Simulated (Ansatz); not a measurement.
# Quasiparticle gap of Cs2InAgCl6 (Fm-3m)

Aim: the quasiparticle gap of Cs2InAgCl6 (Fm-3m), starting from LDA.

Calculated with Ansatz 0.2.0; LDA, then G0W0 on it, plane waves, PAW.

**Experimental background.**

- Gap 3.3 eV: optical gap from absorption onset near 380 nm, assigned as direct at Gamma; diffuse reflectance with Kubelka-Munk analysis; powder (“Cs2InAgCl6: A new lead-free halide double perovskite with direct band gap”, 2016, arxiv:1611.05426).

In doubt: one-shot GW on d or f shells is unsure (step 3), so the values of those runs are not to be relied on.

**1. Starting point**

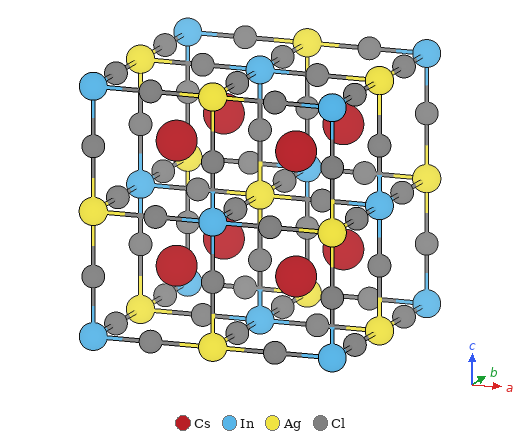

The starting structure, seen slightly off an axis (caesium red, indium blue, silver yellow, chlorine grey). This picture shows the conventional cell, with its axes. Some periodic images of atoms are drawn too.

The cell and positions come from the Crystallography Open Database and are kept as given unless a step says otherwise. Spin-orbit coupling is left out unless a step names it. The default PAW set here is soft_2. Its files were made with PBE.

**2. Bands along the symmetry lines**

Levels along a band path and on the mesh show where this functional puts the band edges.

This step: DFT, LDA, plane waves, PAW.

The input, input.yaml:

```yaml
crystal:
  lattice:
    - [0.0, 5.2345, 5.2345]
    - [5.2345, 0.0, 5.2345]
    - [5.2345, 5.2345, 0.0]
  atoms:
    - { symbol: Cs, position: [0.25, 0.25, 0.25] }
    - { symbol: Cs, position: [0.75, 0.75, 0.75] }
    - { symbol: In, position: [0.0, 0.0, 0.0] }
    - { symbol: Ag, position: [0.5, 0.5, 0.5] }
    - { symbol: Cl, position: [0.76021, 0.23979, 0.23979] }
    - { symbol: Cl, position: [0.23979, 0.76021, 0.23979] }
    - { symbol: Cl, position: [0.23979, 0.76021, 0.76021] }
    - { symbol: Cl, position: [0.76021, 0.23979, 0.76021] }
    - { symbol: Cl, position: [0.23979, 0.23979, 0.76021] }
    - { symbol: Cl, position: [0.76021, 0.76021, 0.23979] }
kpoints:
  mp_grid: { grid: [4, 4, 4] }
  band_path:
    path:
      - [[0.0, 0.0, 0.0], [0.5, 0.0, 0.5], [0.625, 0.25, 0.625]]
      - [[0.375, 0.375, 0.75], [0.0, 0.0, 0.0], [0.5, 0.5, 0.5], [0.5, 0.25, 0.75], [0.5, 0.0, 0.5]]
    npoints: 10
hamiltonian:
  xc: lda
scf:
  occupations: { method: fermi_dirac, width: 0.02 }
  n_extra_bands: 7
output:
  eigenvalues: true
  forces: true
  stress: true
  write_density: true
  write_potential: true
  elf: true
  volumetric_format: npy
```

On the command line:

```
$ ansatz run input.yaml --threads 3 --pin off --max-ram 92160MiB --backend cuda --events-out ev --progress --plain --runs-dir out --devices 1 --max-vram 13GiB  # rebuilt from the run's record
```

Numbers of over 12 decimals in the logs are rounded to 6 here.

The log of the run:

```text
scf.n_extra_bands = 7 over 46 filled bands (N_el = 92.0): the run solves 53 bands
GPUs: using 1 of 1 available (devices: 1).
Engine: ansatz 0.2.0, x86_64-unknown-linux-gnu
Pseudopotentials: kind: paw
Pseudopotential: Cs, paw, valence charge 9, recommended cutoff 420 eV (normal), Cs.paw.azcp
Pseudopotential: In, paw, valence charge 13, recommended cutoff 420 eV (normal), In.paw.azcp
Pseudopotential: Ag, paw, valence charge 19, recommended cutoff 420 eV (normal), Ag.paw.azcp
Pseudopotential: Cl, paw, valence charge 7, recommended cutoff 420 eV (normal), Cl.paw.azcp
Functional definition: SPW92
  exchange = slater_x
  correlation = pw_c
device memory: the entry about to start is reckoned to put 5.6 GiB on a device that reports 40.5 GiB free (of which the cap on the GPU budget leaves the run 13.0 GiB)
GPU FFT provider: cuFFT
GPU libraries: cuBLAS 13.8.2, cuFFT 12.4.0, cuSOLVER 12.3.4
Crystal: 10 atoms, lattice volume = 286.850 Å³
Basis set: ecut = 420 eV, 5601 PW (Γ)
Bands: 53, of which v1, the nominal top of the filled ones, is band 46 counted from 1 (45 counted from 0)
Symmetry: 48 space group operations
Space group: Fm-3m (ITA 225), of the structure as read, at distance tolerance 6.6e-5 Å
k-points: 8 of 64
Non-local potential: Cs, projectors of the file, l = 0: 3, l = 1: 2, l = 2: 2, l = 3: 2
Non-local potential: In, projectors of the file, l = 0: 2, l = 1: 2, l = 2: 2, l = 3: 2
Non-local potential: Ag, projectors of the file, l = 0: 3, l = 1: 2, l = 2: 2, l = 3: 1
Non-local potential: Cl, projectors of the file, l = 0: 2, l = 1: 2, l = 2: 2
PAW form: soft (Blöchl's): semilocal exchange-correlation on the pseudo side does not see the compensation charge
PAW frozen core: Cs, regenerated for the run's functional, and the local potential with it (the file was generated under x = pbe(κ = 0.804, μ = 0.219515), c = pbe(β = 0.066725))
PAW frozen core: In, regenerated for the run's functional, and the local potential with it (the file was generated under x = pbe(κ = 0.804, μ = 0.219515), c = pbe(β = 0.066725))
PAW frozen core: Ag, regenerated for the run's functional, and the local potential with it (the file was generated under x = pbe(κ = 0.804, μ = 0.219515), c = pbe(β = 0.066725))
PAW frozen core: Cl, regenerated for the run's functional, and the local potential with it (the file was generated under x = pbe(κ = 0.804, μ = 0.219515), c = pbe(β = 0.066725))
PAW one-centre angular grid: Cs, 194 points (default); XC on 64 Gauss nodes
PAW one-centre angular grid: In, 590 points (default); XC on 64 Gauss nodes
PAW one-centre angular grid: Ag, 590 points (default); XC on 64 Gauss nodes
PAW one-centre angular grid: Cl, 110 points (default); XC on 64 Gauss nodes
Initial density: superposition of atomic densities (neutral atoms: chi_scale 0, normalization atom), corrected by the library's trained network
Initial wavefunctions: pseudopotential atomic-orbital guess
GPU buffer pool allocated for 125000 grid points (all kernels)
GPU transforms: local potential and band sums: pruned to the plane-wave sphere, on 50×50×50
Functional: x = slater, c = lda
SCF iter   1: F=—  HF=-30203.356815 eV  |F-HF|=—  |Δ(HF+E_count)|=         —  Δρ=7.55e-3  dr2=1.61e-1  ethr=1.77e-3  ⟨swp⟩=10.5  Hψ=1932  notcnv=0
preconditioner: auto → Resta (q_TF=auto, 2.257 Å⁻¹)  ε∞=3.8  [insulator: Δε(μ)=0.764 eV  Ē_g=12.075 eV  σ=0.020 eV  W_gap=1.00  n_scr=58 (ndim 8)  ℏωp=20.1 eV  f_vac=0.035  D(μ)=0.00/eV (n_scr^D=0)  ε∞_Penn≈3.8]
SCF iter   2: F=—  HF=-30203.313262 eV  |F-HF|=—  |Δ(HF+E_count)|=   4.36e-2  Δρ=3.36e-3  dr2=2.64e-2  ethr=1.75e-4  ⟨swp⟩=2.2  Hψ=722  notcnv=0  defer=15
SCF iter   3: F=—  HF=-30203.306061 eV  |F-HF|=—  |Δ(HF+E_count)|=   7.20e-3  Δρ=1.18e-3  dr2=3.23e-3  ethr=2.87e-5  ⟨swp⟩=2.0  Hψ=782  notcnv=0  defer=16
SCF iter   4: F=—  HF=-30203.305454 eV  |F-HF|=—  |Δ(HF+E_count)|=   6.08e-4  Δρ=3.27e-4  dr2=2.94e-4  ethr=3.52e-6  ⟨swp⟩=2.0  Hψ=770  notcnv=0  defer=16
SCF iter   5: F=—  HF=-30203.305455 eV  |F-HF|=—  |Δ(HF+E_count)|=   1.53e-6  Δρ=6.83e-5  dr2=1.52e-5  ethr=3.19e-7  ⟨swp⟩=2.5  Hψ=632  notcnv=0  defer=16
SCF iter   6: F=—  HF=-30203.305526 eV  |F-HF|=—  |Δ(HF+E_count)|=   7.09e-5  Δρ=1.83e-5  dr2=1.36e-6  ethr=1.65e-8  ⟨swp⟩=2.9  Hψ=800  notcnv=0  defer=16
SCF iter   7: F=—  HF=-30203.305526 eV  |F-HF|=—  |Δ(HF+E_count)|=   1.07e-9  Δρ=5.61e-6  dr2=1.50e-7  ethr=1.48e-9  ⟨swp⟩=2.0  Hψ=738  notcnv=0  defer=16
SCF iter   8: F=-30203.305526 eV  HF=-30203.305526 eV  |F-HF|=2.40e-9  |Δ(HF+E_count)|=   1.26e-8  Δρ=1.49e-6  dr2=9.08e-9  ethr=1.09e-10  ⟨swp⟩=17.2  Hψ=3543  notcnv=0
SCF 1 converged in 8 iterations: F = -30203.305526 eV  dr2 = 9.08e-9
  greatest PAW one-centre occupation: 1.002 electrons in one spin orbital (limit 2), on the Ag atom at site 3 (counted from 0), in its partial waves of l = 0
device memory: the entry about to start is reckoned to put 4.3 GiB on a device that reports 38.2 GiB free (of which the cap on the GPU budget leaves the run 13.0 GiB)
NSCF: frozen V_eff on 62 k-points
SCF converged after 8 iterations
Free energy (F): -30203.305526 eV
Harris-Foulkes:  -30203.305526 eV  (|F-HF|=2.40e-9)
Internal energy: -30203.305526 eV  (E = F + TS)
E sigma→0 (E₀):  -30203.305526 eV
Fermi energy:    4.339571 eV
--- Per-component energies (eV) ---
  E_band       = -695.638868
  E_kinetic    = 2022.627916
  E_local      = -7608.194418  (includes V_loc(G=0)·N_el)
  E_nonlocal   = 709.924423
  E_hartree    = 3127.995843
  E_xc         = -1374.288001
  E_vxc        = -1312.767186  (∫ρ·V_xc dr)
  E_paw        = -21350.320095  (= ΣΔE_a)
  E_vpaw       = -763.221791  (= ΣTr[D̂ρ^β])
  E_aug_tail   = 0.000893  (compensation charges beyond the density's cutoff)
  E_ewald      = -5733.745495
  E_core_change = 2.693407  (= ΣΔE_core)
  E_smearing   = -0.000000  (= −TS)
  E_closure    = 0.000000  (closes the sum)
  Σ components = -30203.305526   (vs F -30203.305526, Δ=0.00e0)
--- Forces (eV/Å), atoms counted from 1 ---
  atom   1  Cs     0.00000000    -0.00000000    -0.00000000
  atom   2  Cs     0.00000000     0.00000000     0.00000000
  atom   3  In     0.00000000     0.00000000     0.00000000
  atom   4  Ag     0.00000000    -0.00000000     0.00000000
  atom   5  Cl     0.31253268    -0.00000000    -0.00000000
  atom   6  Cl     0.00000000     0.31253268     0.00000000
  atom   7  Cl    -0.31253268     0.00000000    -0.00000000
  atom   8  Cl    -0.00000000    -0.31253268    -0.00000000
  atom   9  Cl    -0.00000000     0.00000000     0.31253268
  atom  10  Cl    -0.00000000     0.00000000    -0.31253268
  max |Σ_I F_I| component: 6.22e-17 eV/Å
--- Stress (GPa, compression-positive) ---
       -2.167508      -0.000000       0.000000
       -0.000000      -2.167508       0.000000
       -0.000000      -0.000000      -2.167508
  P = ⅓ Tr σ = -2.1675 GPa (-21.675 kbar)
--- Band table (eV; the first three rows and the last of 8) ---
  k-point 0: bands = [... 42 lower, 2.9844, 2.9844, 3.8661, 3.8661, 4.7671, 8.7395, 8.8878, 8.8878, ... 3 higher]
  k-point 1: bands = [... 42 lower, 2.8175, 2.8900, 3.5598, 3.5598, 5.5510, 8.4966, 9.2608, 9.5409, ... 3 higher]
  k-point 2: bands = [... 42 lower, 2.7753, 2.7753, 3.3005, 3.3005, 6.6739, 7.4933, 9.9782, 10.2033, ... 3 higher]
  k-point 7: bands = [... 42 lower, 2.8379, 2.9072, 2.9992, 3.4143, 7.4790, 8.3680, 10.4412, 10.4412, ... 3 higher]
```

The job ended after 4.2 s (1 × NVIDIA H100 80GB HBM3 (shared by 6 runs) with 3 threads of AMD EPYC 7R13 (Zen 3), shared host; peak memory 1.1 GiB; 7.8 s of CPU time).

Numbers from this step:

| Property | Result |
| --- | --- |
| pressure | -2.168 GPa |
| filled bands | 46 |
| gap | 0.9010 eV |
| valence top at | Γ |
| conduction bottom at | Γ |
| least direct gap | 0.9010 eV |

Over mesh and path the gap is 0.901 eV, direct, at k = Γ.

Electronic bands along the path, in eV, zero at the top of the highest nominally filled band:

| point | band 43 | band 44 | band 45 | band 46 | band 47 | band 48 | band 49 | band 50 |
| --- | --- | --- | --- | --- | --- | --- | --- | --- |
| Γ | -0.88 | -0.88 | 0.00 | 0.00 | 0.90 | 4.87 | 5.02 | 5.02 |
| X | -0.95 | -0.95 | -0.90 | 0.00 | 3.47 | 5.44 | 6.25 | 6.27 |
| U | -1.02 | -0.99 | -0.97 | -0.28 | 3.52 | 4.47 | 6.42 | 6.74 |
| jump to K | -1.02 | -0.99 | -0.97 | -0.28 | 3.52 | 4.47 | 6.42 | 6.74 |
| Γ | -0.88 | -0.88 | 0.00 | 0.00 | 0.90 | 4.87 | 5.02 | 5.02 |
| L | -1.09 | -1.09 | -0.57 | -0.57 | 2.81 | 3.63 | 6.11 | 6.34 |
| W | -1.03 | -0.96 | -0.87 | -0.45 | 3.61 | 4.50 | 6.58 | 6.58 |
| X | -0.95 | -0.95 | -0.90 | 0.00 | 3.47 | 5.44 | 6.25 | 6.27 |

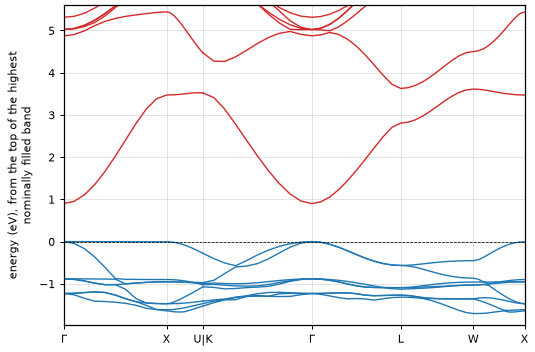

Electronic bands along the path; lines of filled and empty bands in two colours.

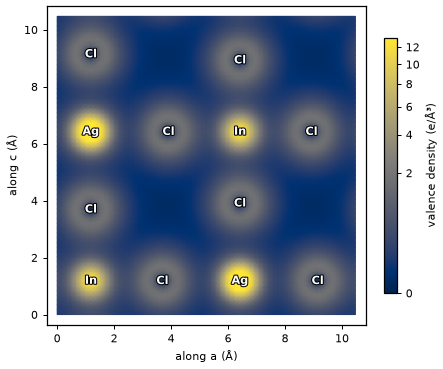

Valence density in the ac plane of the conventional cell at fractional y = 0.000, with atoms of In and Ag and Cl within 0.2 Å of it. It is the smooth field of the valence electrons, not physical close to the nuclei. The map starts off the cell's origin, so that atoms lie inside it. The colour scale is stretched toward low values.

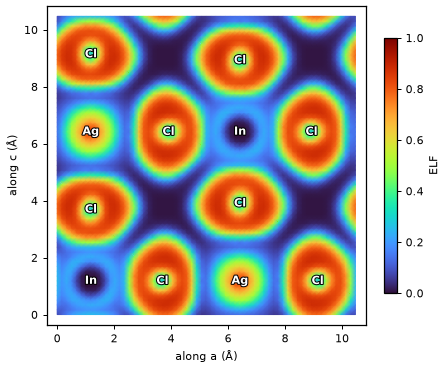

ELF in the ac plane of the conventional cell at fractional y = 0.000, with atoms of In and Ag and Cl within 0.2 Å of it. It is the smooth field of the valence electrons, not physical close to the nuclei. The map starts off the cell's origin, so that atoms lie inside it.

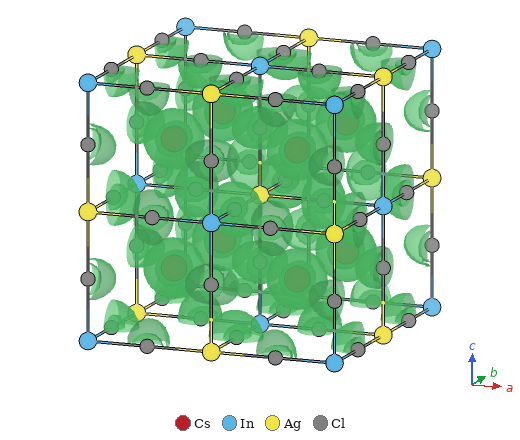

Surface of ELF = 0.81.

**3. The quasiparticle correction**

G0W0 replaces the xc potential by a self-energy built once from the orbitals of the start. Levels are corrected in the window of bands that the input names, at points of the mesh.

This step: G0W0 on LDA, plane waves, PAW.

input.yaml, the sections that differ from step 2:

```yaml
kpoints:
  mp_grid: { grid: [2, 2, 2] }
scf:
  occupations: { method: fixed }
gw:
  n_empty_bands: 1078
  ecut_chi: 140.0
  qp_bands: [v3, c3]
  qp_kpoints: band_edges
  screening: { model: contour_deformation }
# crystal, hamiltonian: as in step 2
# output: removed
```

The log of the run:

```text
GPUs: using 1 of 1 available (devices: 1).
[...]
GPU FFT provider: cuFFT
GPU libraries: cuBLAS 13.8.2, cuFFT 12.4.0, cuSOLVER 12.3.4
Crystal: 10 atoms, lattice volume = 286.850 Å³
Basis set: ecut = 420 eV, 5601 PW (Γ)
Bands: 56, of which v1, the nominal top of the filled ones, is band 46 counted from 1 (45 counted from 0)
Symmetry: 48 space group operations
[...]
k-points: 3 of 8
[...]
GPU buffer pool allocated for 125000 grid points (all kernels)
[...]
SCF iter   1: F=—  HF=-30203.227773 eV  |F-HF|=—  |Δ(HF+E_count)|=         —  Δρ=6.97e-3  dr2=1.31e-1  ethr=1.77e-3  ⟨swp⟩=5.0  Hψ=565  notcnv=0  defer=17
[...]
SCF iter   8: F=-30203.185192 eV  HF=-30203.185192 eV  |F-HF|=8.62e-10  |Δ(HF+E_count)|=   1.03e-8  Δρ=1.23e-6  dr2=5.84e-9  ethr=1.09e-10  ⟨swp⟩=16.7  Hψ=760  notcnv=0
SCF 1 converged in 8 iterations: F = -30203.185192 eV  dr2 = 5.84e-9
[...]
NSCF: frozen V_eff on 3 k-points
the band table was solved once the SCF had ended and its energy, with any forces and stress, was formed, with the checks that follow a solve (690 applications of the Hamiltonian). They found nothing against the state; the energy, forces and stress were not computed again (output.eigenvalues in the input reference)
[...]
G₀W₀ screening: q 1/3
[... further progress lines ...]
[...]
SCF converged after 8 iterations
Free energy (F): -30203.185192 eV
[...]
Internal energy: -30203.185192 eV  (E = F + TS)
E sigma→0 (E₀):  -30203.185192 eV
Fermi energy:    3.881655 eV
[...]
--- Band table (eV) ---
  k-point 0: bands = [... 42 lower, 2.9985, 2.9985, 3.8817, 3.8817, 4.7634, 8.7429, 8.8880, 8.8880, ... 6 higher]
  k-point 1: bands = [... 42 lower, 2.7888, 2.7888, 3.3152, 3.3152, 6.6723, 7.4939, 9.9815, 10.2059, ... 6 higher]
  k-point 2: bands = [... 42 lower, 2.9269, 2.9269, 2.9809, 3.8780, 7.3409, 9.3126, 10.1160, 10.1308, ... 6 higher]
--- G₀W₀: contour deformation, 7 samples at zero and on the imaginary axis and 2 off it, 8 q-points, 1078 empty bands' worth ---
  eigenvalues of the whole cell's RPA ε∞ on this k-mesh (on a slab, of 1 + 4πα/V) = 4.2898, 4.2898, 4.2898; static W/v taken at q = 0 is 0.233113
  bands read: the sum over 1124 bands ends inside a degenerate multiplet in 1 slot, whose members it reads at an even weight; the widest, k=1: bands 1124 to 1125 (counted from 1) at 1/2 each
  gw.qp_kpoints: band_edges: 3 of 3 stored k-points solved, in 1 pass; an edge of the gap read off the rows below is read off those points alone
  `?` marks the rows in doubt; gw_qp.tsv's column doubts and the gw_qp event give each row's grounds
    ik  band        ε_KS         Σx   Σc(E_QP)       V_xc       Z   E_QP_lin       E_QP  E_QP is
     0    44      2.9985   -21.2619     3.0859   -16.9818  0.7457     1.7621     1.8042  root
     0    45      3.8817   -28.4710     3.4722   -24.1628  0.7440     3.0238     3.0457  root
     0    46      3.8817   -28.4710     3.4722   -24.1628  0.7440     3.0238     3.0457  root
     0    47      4.7634   -10.0366    -3.9329   -14.8159  0.7918     5.6265     5.6098  root
     0    48      8.7429    -4.7188    -3.8673    -9.4271  0.8190     9.6024     9.5839  root
     0    49      8.8880    -6.1850    -4.0888   -11.1289  0.8041     9.7653     9.7430  root
     1    44      2.7888   -21.1377     3.0052   -16.9855  0.7452     1.6025     1.6419  root
     1    45      3.3152   -27.8048     3.7421   -23.1501  0.7365     2.3763     2.4026  root
     1    46      3.3152   -27.8048     3.7421   -23.1501  0.7365     2.3763     2.4026  root
     1    47      6.6723   -11.4236    -4.0075   -16.3316  0.7787     7.5932     7.5728  root
     1    48      7.4939    -8.8548    -4.4571   -14.1872  0.7814     8.3926     8.3693  root
     1    49      9.9815    -4.9846    -3.9854    -9.8644  0.8137    10.8961    10.8760  root
     2    44      2.9269   -26.2388     3.8803   -21.2499  0.7360     1.7790     1.8184  root
     2    45      2.9809   -21.2024     3.0777   -16.9320  0.7457     1.7461     1.7883  root
     2    46      3.8780   -28.4642     3.4613   -24.1714  0.7442     3.0250     3.0464  root
     2    47      7.3409   -13.6975    -3.7758   -18.3301  0.7622     8.1871     8.1977  root
     2    48      9.3126   -10.9479    -4.9578   -16.8495  0.7647    10.3013    10.2565  root
     2    49     10.1160    -5.5394    -3.9224   -10.3511  0.8105    11.0260    11.0053  root ?
```

The job ended after 15 s (1 × NVIDIA H100 80GB HBM3 (shared by 6 runs) with 3 threads; peak memory 2.2 GiB).

This step gave:

| Item | Value |
| --- | --- |
| bands summed | 1124 |
| RPA ε∞ on this mesh (eigenvalues) | 4.290, 4.290, 4.290 |
| plane waves in the screening matrix | 1067 |
| q-points in the mesh | 8 |
| G0W0 gap over the corrected points | 2.563 eV |
| k of the valence top | 0, -0.5, -0.5 |
| k of the conduction bottom | 0, 0, 0 |
| starting gap on the mesh | 0.8817 eV |
| Z at the valence top | 0.7442 |
| Z at the conduction bottom | 0.7918 |
| least direct G0W0 gap over the corrected points | 2.564 eV |

Over all 3 irreducible mesh points the G0W0 gap is 2.563 eV, from k = (0.000, -0.500, -0.500) to k = Γ, and equal within 1 meV to the least direct gap at k = Γ. The LDA gap of this run on the mesh is 0.882 eV. Other states bound it: the two that bound the G0W0 gap lie 0.885 eV apart in LDA, so state for state the correction is 2.563 − 0.885 = +1.678 eV, while gap against gap it is 2.563 − 0.882 = +1.681 eV. The start of this run differs from the step before in mesh (4×4×4 and 2×2×2). The program marks 1 of the 18 corrected levels as in doubt (Σc rises), neither edge state among them.

Labels follow the order of the start: v1 is the top filled band, c1 the lowest empty one; levels that stay degenerate share a row, the window can cut a multiplet, doubted levels are not marked in this list, bands outside the window were not corrected, and the list may be a part of the corrected levels. The levels before and after the correction (eV, zero at the valence-band top of each column):

|  | conduction bottom | valence top |
| --- | --- | --- |
| Kohn-Sham | 0.88 | 0.00 |
| G0W0 | 2.56 | 0.00 |

|  | level | occupation | energy (eV) |
| --- | --- | --- | --- |
| Kohn-Sham | Γ v3 | 2 | -0.883 |
| Kohn-Sham | Γ v2-v1 | 2 | 0.000 |
| Kohn-Sham | Γ c1 | 0 | 0.882 |
| Kohn-Sham | Γ c2 | 0 | 4.861 |
| Kohn-Sham | Γ c3 | 0 | 5.006 |
| Kohn-Sham | (0 -0.5 -0.5) v3 | 2 | -0.955 |
| Kohn-Sham | (0 -0.5 -0.5) v2 | 2 | -0.901 |
| Kohn-Sham | (0 -0.5 -0.5) v1 | 2 | -0.004 |
| Kohn-Sham | (0 -0.5 -0.5) c1 | 0 | 3.459 |
| Kohn-Sham | (0 -0.5 -0.5) c2 | 0 | 5.431 |
| Kohn-Sham | (0 -0.5 -0.5) c3 | 0 | 6.234 |
| G0W0 | Γ v3 | 2 | -1.242 |
| G0W0 | Γ v2-v1 | 2 | -0.001 |
| G0W0 | Γ c1 | 0 | 2.563 |
| G0W0 | Γ c2 | 0 | 6.537 |
| G0W0 | Γ c3 | 0 | 6.697 |
| G0W0 | (0 -0.5 -0.5) v3 | 2 | -1.228 |
| G0W0 | (0 -0.5 -0.5) v2 | 2 | -1.258 |
| G0W0 | (0 -0.5 -0.5) v1 | 2 | 0.000 |
| G0W0 | (0 -0.5 -0.5) c1 | 0 | 5.151 |
| G0W0 | (0 -0.5 -0.5) c2 | 0 | 7.210 |
| G0W0 | (0 -0.5 -0.5) c3 | 0 | 7.959 |

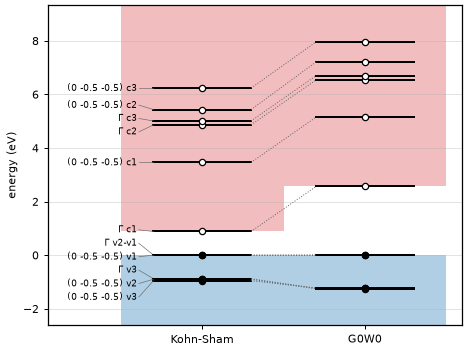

Levels before and after the correction. Shaded: valence and conduction bands. Filled marks are occupied levels, open marks empty ones.

The parts of the quasiparticle energy for the two states that bound the G0W0 gap, in eV on the run's own scale (QP = start + Σx + Σc − Vxc, with Σc at the quasiparticle energy):

| edge | k | band | start | Σx | Σc | Vxc | Z | QP |
| --- | --- | --- | --- | --- | --- | --- | --- | --- |
| valence top | (0.000, -0.500, -0.500) | 46 | 3.878 | −28.464 | 3.461 | −24.171 | 0.744 | 3.046 |
| conduction bottom | Γ | 47 | 4.763 | −10.037 | −3.933 | −14.816 | 0.792 | 5.610 |

[end of part 1 of 2]

[Paths, hosts, dates, memory and timing lines, banners, echoed tables and standing remarks are left out of the program output.]

[Logs are printed without paths, hosts, clocks, repeated set-up lines and the standing remarks that a program may print on its own settings, such as how far it seeks lower states.]

[Runs of the session that timed out or met a known fault of the program may be left out.]

[Cells called generated may have been cut or substituted from an entry of the Crystallography Open Database or the Materials Project.]

[Hosts, paths, dates, database ids (printed as entryN), source tags and the programs' standing remarks are cut or masked in the printed files.]

[Where an RPA ε∞ is given, it is that of the G0W0 mesh and is not shown converged in it. Names of k-points follow the symmetry that the program found, which can be lower than the space group named. Band edges on a path are those of the sampled points; other points can move an edge, and change direct to indirect where valleys lie close.]

[Hybrid gaps are those of their k-mesh and are not shown converged in it.]
